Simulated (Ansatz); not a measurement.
# CdS: short molecular dynamics of a 16-atom cell, part 2 of 2

How do the atoms of CdS (zincblende) move when started on their sites? Runs: PBE, 20 steps of 1.5 fs under a Langevin thermostat at 300 K; r2SCAN, 20 steps of 3 fs at constant energy, with velocities drawn for 450 K. The cell is a 2×2×2 supercell of the structure relaxed with r2SCAN.

Ansatz 0.2.0, plane waves. The steps go on from the part before.

### 9 Frames and traces

The trajectory, every 2 steps (energies from step 0); msd is the mean square displacement from the start, the centre of mass held:

```tsv
time (fs)	T (K)	potential energy change (meV/atom)	total energy change (meV/atom)	msd Cd (Å²)	msd S (Å²)
0.0	450	0.0	0.00	0.000	0.000
6.0	436	1.7	0.01	0.000	0.001
12.0	397	6.4	0.03	0.002	0.003
18.0	345	12.8	0.06	0.004	0.006
24.0	292	19.2	0.08	0.006	0.010
30.0	251	24.2	0.09	0.010	0.013
36.0	228	27.0	0.09	0.013	0.015
42.0	225	27.4	0.08	0.017	0.016
48.0	235	26.2	0.07	0.021	0.017
54.0	250	24.3	0.05	0.026	0.017
60.0	262	22.8	0.04	0.030	0.018
```

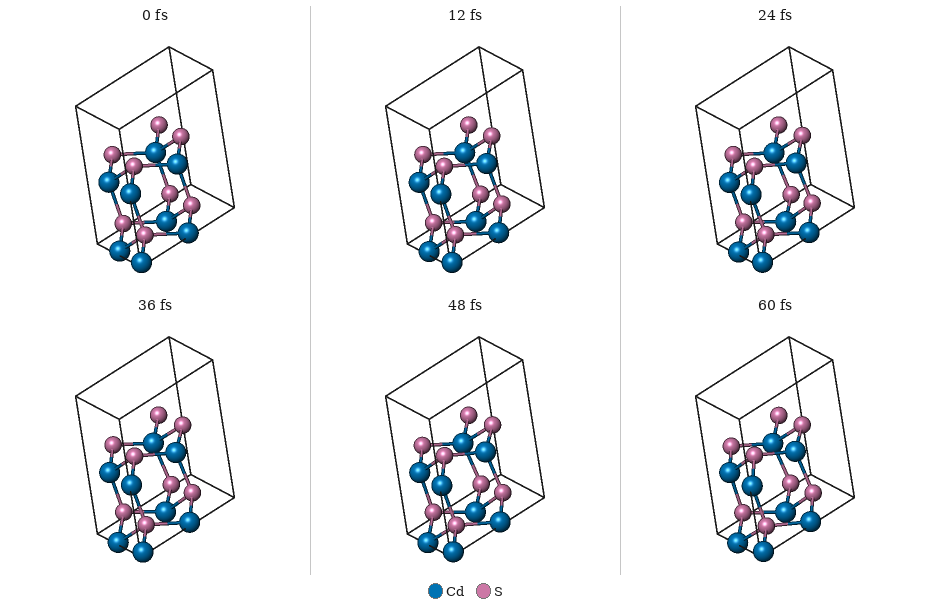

The system at six times, viewed slightly off an axis. Each atom of the cell is drawn once. Atoms are followed across the cell's faces. Sticks are the contacts of the first frame, kept unless stretched by 40 %.

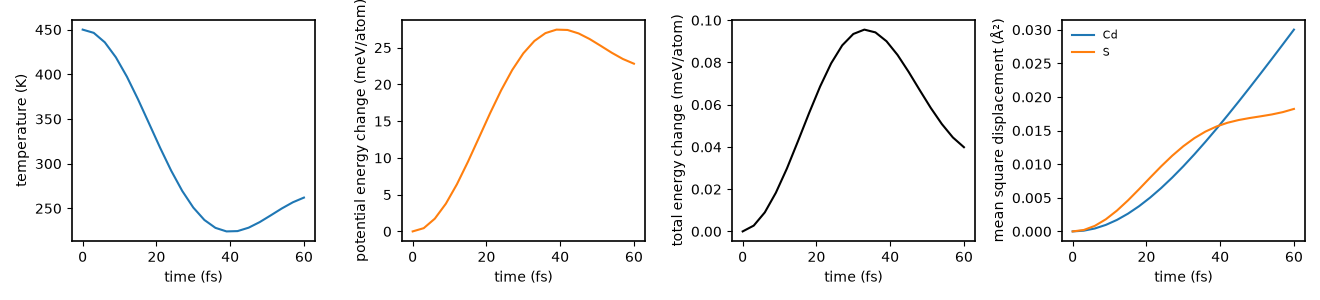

Time series of the run, each on its own scale.

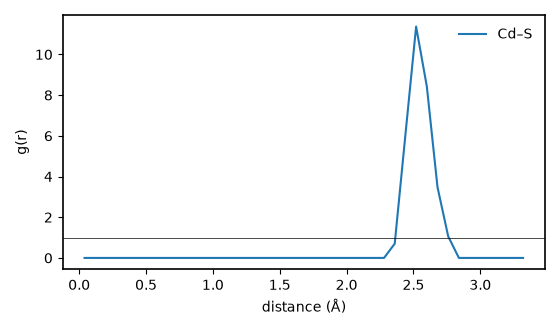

Pair distribution functions over the second half of the run, in bins of 0.08 Å, lightly smoothed, out to 3.4 Å.

First peaks of g(r) (not always the tallest), and, where a minimum follows, the mean number of second-named atoms round a first-named one up to the next minimum:

```tsv
pair	peak (Å)	height	minimum (Å)	neighbours
Cd–S	2.52	11.4	2.84	4.0
```

### 10 Snapshots as a file

Extended XYZ, with forces in eV/Å:

```xyz
16
Lattice="0.000 5.878 5.878 5.878 0.000 5.878 5.878 5.878 0.000" Properties=species:S:1:pos:R:3:forces:R:3 pbc="T T T" time_fs=9.0 T=419 dE=0.0603
Cd   -0.012    0.018    0.013    0.186   -0.008   -0.028
S     1.479    1.493    1.504   -0.089   -0.201   -0.048
Cd    2.930    2.929    0.024   -0.179    0.093   -0.167
S     4.388    4.407    1.452    0.160    0.105    0.010
Cd    2.958   -0.031    2.960   -0.056    0.259    0.012
S     4.418    1.505    4.416   -0.032   -0.264   -0.100
Cd    5.855    2.942    2.925    0.146   -0.044   -0.142
S     7.315    4.427    4.384    0.212   -0.294    0.076
Cd   -0.019    2.956    2.928    0.073    0.096    0.117
S     1.483    4.455    4.379   -0.136   -0.200    0.230
Cd    2.974    5.882    2.940   -0.090    0.194   -0.035
S     4.399    7.389    4.424    0.101   -0.183   -0.052
Cd    2.952    2.924    5.879   -0.300    0.150   -0.129
S     4.365    4.405    7.341    0.285    0.098   -0.047
Cd    5.899    5.851    5.861   -0.263    0.171    0.097
S     7.344    7.341    7.315   -0.017    0.029    0.206
16
Lattice="0.000 5.878 5.878 5.878 0.000 5.878 5.878 5.878 0.000" Properties=species:S:1:pos:R:3:forces:R:3 pbc="T T T" time_fs=21.0 T=318 dE=0.2574
Cd   -0.026    0.041    0.030    0.397   -0.019   -0.078
S     1.487    1.517    1.549   -0.179   -0.396   -0.090
Cd    2.915    2.917    0.054   -0.336    0.138   -0.323
S     4.366    4.408    1.429    0.315    0.208    0.033
Cd    2.983   -0.070    2.987   -0.131    0.543    0.041
S     4.429    1.540    4.422   -0.057   -0.544   -0.197
Cd    5.825    2.945    2.904    0.304   -0.086   -0.297
S     7.279    4.439    4.353    0.424   -0.588    0.084
Cd   -0.043    2.979    2.915    0.161    0.189    0.243
S     1.495    4.509    4.348   -0.290   -0.391    0.438
Cd    3.020    5.889    2.941   -0.201    0.384   -0.039
S     4.389    7.435    4.443    0.206   -0.372   -0.129
Cd    2.965    2.905    5.878   -0.621    0.291   -0.233
S     4.318    4.405    7.329    0.586    0.177   -0.104
Cd    5.923    5.817    5.839   -0.549    0.411    0.257
S     7.337    7.332    7.280   -0.031    0.055    0.393
16
Lattice="0.000 5.878 5.878 5.878 0.000 5.878 5.878 5.878 0.000" Properties=species:S:1:pos:R:3:forces:R:3 pbc="T T T" time_fs=30.0 T=251 dE=0.3876
Cd   -0.033    0.058    0.042    0.526   -0.025   -0.119
S     1.488    1.523    1.580   -0.207   -0.456   -0.110
Cd    2.901    2.909    0.073   -0.380    0.127   -0.388
S     4.358    4.415    1.412    0.340    0.218    0.053
Cd    3.001   -0.094    3.008   -0.178    0.673    0.046
S     4.436    1.553    4.421   -0.078   -0.634   -0.224
Cd    5.806    2.946    2.886    0.376   -0.118   -0.368
S     7.263    4.432    4.332    0.503   -0.686    0.097
Cd   -0.060    2.998    2.906    0.228    0.219    0.312
S     1.497    4.539    4.337   -0.312   -0.453    0.482
Cd    3.053    5.898    2.941   -0.311    0.437    0.002
S     4.387    7.460    4.453    0.244   -0.446   -0.152
Cd    2.970    2.894    5.875   -0.768    0.353   -0.269
S     4.298    4.409    7.318    0.690    0.185   -0.144
Cd    5.937    5.794    5.825   -0.652    0.552    0.337
S     7.331    7.327    7.264   -0.020    0.052    0.447
16
Lattice="0.000 5.878 5.878 5.878 0.000 5.878 5.878 5.878 0.000" Properties=species:S:1:pos:R:3:forces:R:3 pbc="T T T" time_fs=39.0 T=224 dE=0.4392
Cd   -0.037    0.076    0.054    0.628   -0.027   -0.161
S     1.485    1.519    1.608   -0.195   -0.434   -0.125
Cd    2.885    2.902    0.091   -0.360    0.091   -0.411
S     4.358    4.427    1.397    0.269    0.154    0.073
Cd    3.017   -0.114    3.029   -0.211    0.709    0.012
S     4.441    1.550    4.415   -0.109   -0.590   -0.206
Cd    5.788    2.947    2.866    0.401   -0.157   -0.388
S     7.260    4.408    4.314    0.498   -0.654    0.168
Cd   -0.076    3.018    2.900    0.299    0.210    0.359
S     1.491    4.558    4.338   -0.233   -0.449    0.429
Cd    3.084    5.909    2.941   -0.452    0.408    0.070
S     4.392    7.474    4.460    0.242   -0.452   -0.125
Cd    2.970    2.885    5.871   -0.822    0.386   -0.282
S     4.295    4.418    7.303    0.660    0.151   -0.169
Cd    5.946    5.776    5.813   -0.628    0.627    0.333
S     7.325    7.323    7.259    0.015    0.027    0.424
16
Lattice="0.000 5.878 5.878 5.878 0.000 5.878 5.878 5.878 0.000" Properties=species:S:1:pos:R:3:forces:R:3 pbc="T T T" time_fs=51.0 T=242 dE=0.4039
Cd   -0.035    0.098    0.067    0.709   -0.031   -0.218
S     1.473    1.498    1.640   -0.119   -0.294   -0.131
Cd    2.859    2.893    0.109   -0.248    0.016   -0.383
S     4.368    4.448    1.380    0.059   -0.016    0.101
Cd    3.037   -0.133    3.057   -0.253    0.603   -0.109
S     4.443    1.524    4.399   -0.138   -0.339   -0.115
Cd    5.770    2.946    2.834    0.372   -0.212   -0.330
S     7.273    4.353    4.296    0.381   -0.438    0.318
Cd   -0.093    3.047    2.896    0.394    0.140    0.398
S     1.475    4.567    4.354   -0.025   -0.381    0.262
Cd    3.120    5.928    2.942   -0.653    0.277    0.155
S     4.406    7.476    4.465    0.195   -0.363   -0.023
Cd    2.961    2.876    5.862   -0.770    0.392   -0.275
S     4.316    4.435    7.276    0.418    0.045   -0.140
Cd    5.952    5.757    5.800   -0.420    0.634    0.192
S     7.318    7.318    7.268    0.097   -0.032    0.299
16
Lattice="0.000 5.878 5.878 5.878 0.000 5.878 5.878 5.878 0.000" Properties=species:S:1:pos:R:3:forces:R:3 pbc="T T T" time_fs=60.0 T=262 dE=0.3651
Cd   -0.028    0.115    0.075    0.709   -0.047   -0.261
S     1.461    1.473    1.661   -0.030   -0.136   -0.113
Cd    2.838    2.887    0.120   -0.122   -0.061   -0.319
S     4.377    4.464    1.370   -0.122   -0.153    0.123
Cd    3.050   -0.143    3.077   -0.309    0.421   -0.245
S     4.440    1.495    4.384   -0.115   -0.056   -0.004
Cd    5.759    2.944    2.808    0.329   -0.239   -0.230
S     7.295    4.299    4.292    0.240   -0.199    0.383
Cd   -0.103    3.070    2.896    0.450    0.052    0.410
S     1.461    4.562    4.374    0.140   -0.308    0.115
Cd    3.142    5.945    2.944   -0.772    0.148    0.185
S     4.423    7.467    4.467    0.148   -0.241    0.068
Cd    2.948    2.874    5.854   -0.668    0.372   -0.252
S     4.343    4.450    7.253    0.131   -0.077   -0.052
Cd    5.953    5.749    5.792   -0.180    0.607    0.030
S     7.315    7.314    7.284    0.171   -0.083    0.163
```

### 11 Results

What follows sums up all 2 parts.

```
                                    quantity                                    value
                               run 1: length                       20 steps of 1.5 fs
     run 1: temperature, first and last step                            281 and 181 K
             run 1: temperature, second half            mean 181 K, from 167 to 197 K
        run 1: potential energy, second half  +12 meV/atom from this run's first step
run 1: mean square displacement, second half                     S 0.006, Cd 0.003 Å²
                               run 2: length                         20 steps of 3 fs
     run 2: temperature, first and last step                            450 and 262 K
             run 2: temperature, second half            mean 240 K, from 224 to 262 K
        run 2: potential energy, second half  +26 meV/atom from this run's first step
   run 2: largest change of the total energy                            0.10 meV/atom
run 2: mean square displacement, second half                     Cd 0.020, S 0.016 Å²
```

In words: Run 1: Against a set 300 K the second half averages 181 K with a spread of 9 K (in equilibrium 16 atoms would scatter by about 61 K, over a far longer run); 12 meV/atom has gone into potential energy, and a thermostat that acts over some 100 fs has not made it up in 30 fs. No atom gets farther than 0.13 Å from its start, with the drift of the whole removed, against a typical distance of 2.5 Å between sites at the start. Run 2: The temperature starts at 450 K and averages 240 K in the second half, where it ranges from 224 to 262 K; a mean near half the start is what vibrations about a minimum give, since they share energy equally between motion and strain. The total energy strays from its start by at most 0.10 meV/atom, 0.3 % of the mean kinetic energy, which is good for a step of 3 fs. The farthest move is 0.23 Å, against a mean nearest distance of 2.5 Å at the start: no atom has changed site so far. Averages from a run of 60 fs with 16 atoms are rough.
